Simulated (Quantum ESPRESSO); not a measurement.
**A series of single points on PbF$_{2}$**

System: PbF$_{2}$ (Fm-3m, 3 atoms in the cell).
Method: Kohn-Sham DFT of a periodic cell, PBE, SSSP 1.3 efficiency PBE, no spin polarisation (Quantum ESPRESSO 7.5).

The 7 runs differ only in the geometry, by an even scaling of the cell at fixed fractional positions. The structure derives from an entry of the Crystallography Open Database.

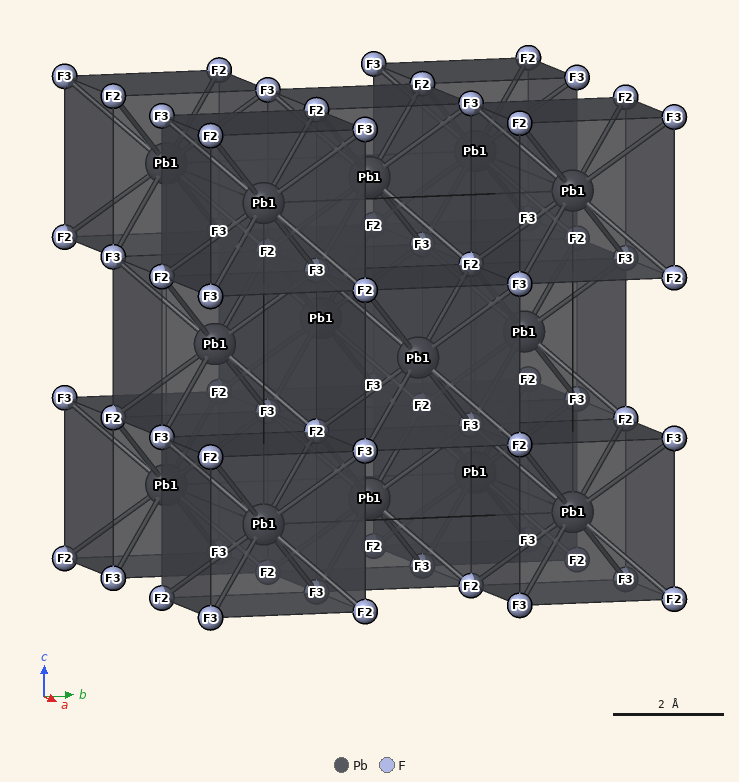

Figure 1. The structure of run 4 (polyhedral view of the cell 4 times as large as that of the calculation, set on its symmetry axes, seen slightly off an axis; polyhedra are completed across the faces of the cell; atoms are numbered from 1 in the order of the input).

**Input of run 4**
```
&CONTROL
  calculation = 'scf'
  prefix = 'pwscf'
  outdir = './tmp'
  pseudo_dir = './pseudo'
  tprnfor = .true.
  tstress = .true.
  disk_io = 'nowf'
/
&SYSTEM
  ibrav = 0
  nat = 3
  ntyp = 2
  ecutwfc = 55
  ecutrho = 440
  nbnd = 21
  occupations = 'smearing'
  smearing = 'fd'
  degauss = 0.00367493
/
&ELECTRONS
  conv_thr = 6d-10
  electron_maxstep = 120
  mixing_beta = 0.5
/
ATOMIC_SPECIES
Pb   207.2000 Pb.pbe-dn-kjpaw_psl.0.2.2.UPF
F     18.9984 f_pbe_v1.4.uspp.F.UPF
CELL_PARAMETERS angstrom
   0.0000000000    2.9636600000    2.9636600000
   2.9636600000    0.0000000000    2.9636600000
   2.9636600000    2.9636600000    0.0000000000
ATOMIC_POSITIONS crystal
Pb     0.0000000000    0.0000000000    0.0000000000
F      0.7500000000    0.7500000000    0.7500000000
F      0.2500000000    0.2500000000    0.2500000000
K_POINTS automatic
8 8 8 0 0 0
```

Command:
```bash
OMP_NUM_THREADS=1 pw.x -in pw.in > pw.out
```

Lattice vectors (Å) and fractional positions of run 4:
```
   0.000000    2.963660    2.963660
   2.963660    0.000000    2.963660
   2.963660    2.963660    0.000000
Pb  0.000000  0.000000  0.000000
F   0.750000  0.750000  0.750000
F   0.250000  0.250000  0.250000
```

Run 3 differs from it as follows:
```diff
-   0.0000000000    2.9636600000    2.9636600000
-   2.9636600000    0.0000000000    2.9636600000
-   2.9636600000    2.9636600000    0.0000000000
+   0.0000000000    2.9437690651    2.9437690651
+   2.9437690651    0.0000000000    2.9437690651
+   2.9437690651    2.9437690651    0.0000000000
```

**Results, with one run withheld**

```csv
run,volume per atom (Å³),"free energy per atom, from the lowest run given (meV)",pressure (GPa),gap on the mesh (eV)
1,16.313,41.41,8.36,4.39
2,16.660,25.35,6.26,4.40
3,17.007,?,?,?
4,17.354,5.74,2.70,4.41
5,17.701,1.33,1.19,4.42
6,18.048,0.00,−0.16,4.42
7,18.395,1.44,−1.36,4.41
```

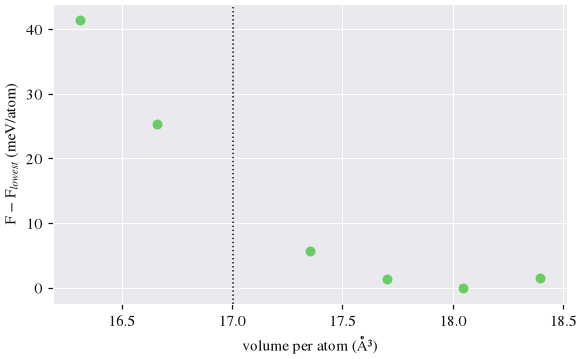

Figure 2. Free energy per atom of the runs given; the dotted line marks run 3.

Estimate the energy of run 3 from the others.

A cubic polynomial in V^(−2/3) (the Birch–Murnaghan form), fitted to the 6 runs given, misses them by under 0.01 meV per atom. With x = V^(−2/3) − 0.14901 Å⁻², it reads F = 5.2119 + 2910.6 x + 4.1013e+05 x² + 1.0677e+06 x³ (meV per atom). At run 3 it gives 13.61 meV per atom, and the run itself gives 13.61. The slope of the fit gives a pressure −dF/dV of 4.49 GPa there, and the run prints 4.38 GPa. The two needn't agree exactly: the fit is approximate, and the printed stress is taken on a finite basis. The fit has its minimum at 18.034 Å³ per atom, where V d²F/dV² gives 66.6 GPa: the bulk modulus at this level, since symmetry fixes the shape and the positions.

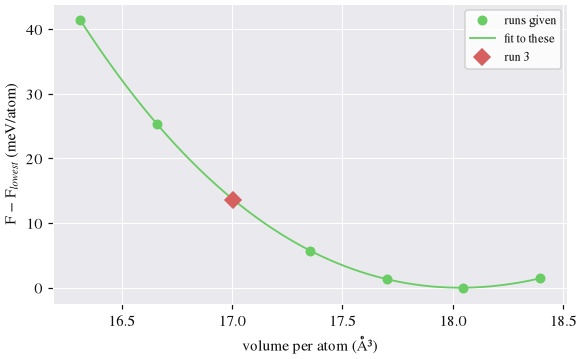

Figure 3. The fit and the withheld run.

**Some lines of the output (run 3)**
```
[...]
     total energy              =    -967.95898759 Ry
     total energy              =    -967.99092819 Ry
     total energy              =    -967.99471503 Ry
     total energy              =    -967.99482310 Ry
     total energy              =    -967.99483613 Ry
     total energy              =    -967.99483728 Ry
     total energy              =    -967.99483740 Ry
     total energy              =    -967.99483747 Ry
     total energy              =    -967.99483748 Ry
     the Fermi energy is     8.6708 ev
!    total energy              =    -967.99483747 Ry
     The total energy is F=E-TS. E is the sum of the following terms:
     Computing stress (Cartesian axis) and pressure
          total   stress  (Ry/bohr**3)                   (kbar)     P=       43.77
```

Notes: Spin–orbit coupling is left out, which matters for Pb.
